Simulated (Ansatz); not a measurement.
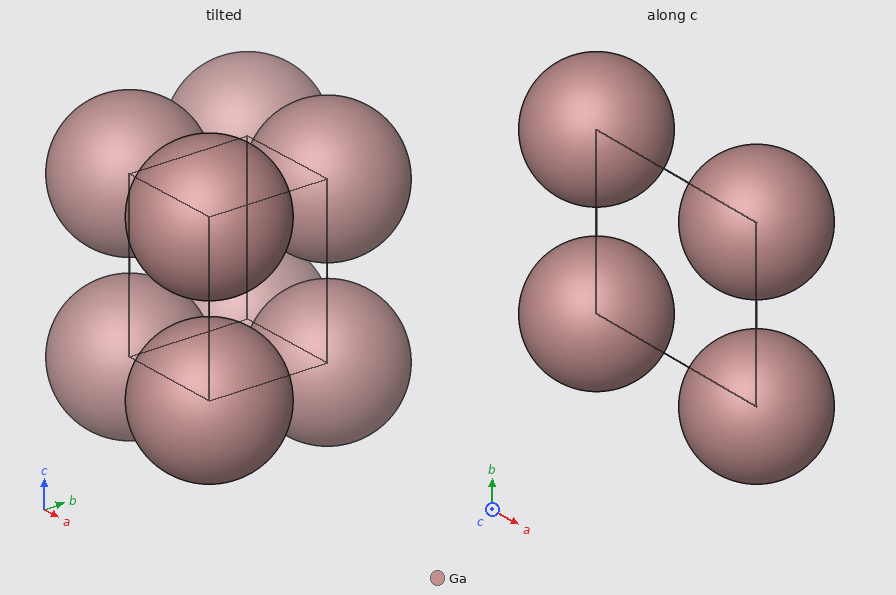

A space-filling rendering, viewed slightly off an axis and along the c axis. The wireframe shows the unit cell.

Ga, a = 2.873 Å, b = 2.867 Å, c = 2.723 Å, α = 90.00°, β = 90.00°, γ = 120.07°. Strictly the space group is Cmmm (No. 65, within 0.01 Å). It is a distorted form of a primitive hexagonal structure, space group P6/mmm (No. 191) within 0.25 Å: simple hexagonal. The structure comes from a random cell made by a generator, so it need not be a real form of the element. Earlier steps of the study, as a rule a relaxation of our own, may have changed the cell and positions, so they can lie some per cent off the listed ones. It was the input of a calculation with Ansatz.

This one geometry was computed with Ansatz (DFT, plane waves, PAW) at three levels of theory: r2SCAN, LDA and PBE.

Which level gives the highest pressure at this volume, and what does that say about its equilibrium volume?

Answer. Highest: PBE (0.0 GPa), which points to the largest equilibrium volume. Lowest, with the smallest volume: LDA (-5.1 GPa). Levels within 0.5 GPa of each other can't be told apart.

How does the band gap change with the level of theory?

Answer. All levels give a metal.

Collect the results in a table.

Answer.
| level | cutoff (eV) | k-mesh of the run's cell | gap (eV) | pressure (GPa) |
| --- | --- | --- | --- | --- |
| r2SCAN | 500 | 22×22×20 | metal | -2.8 |
| LDA | 420 | 22×22×20 | metal | -5.1 |
| PBE | 420 | 22×22×20 | metal | 0.0 |

Gaps are taken on the k-mesh or band path of each run.
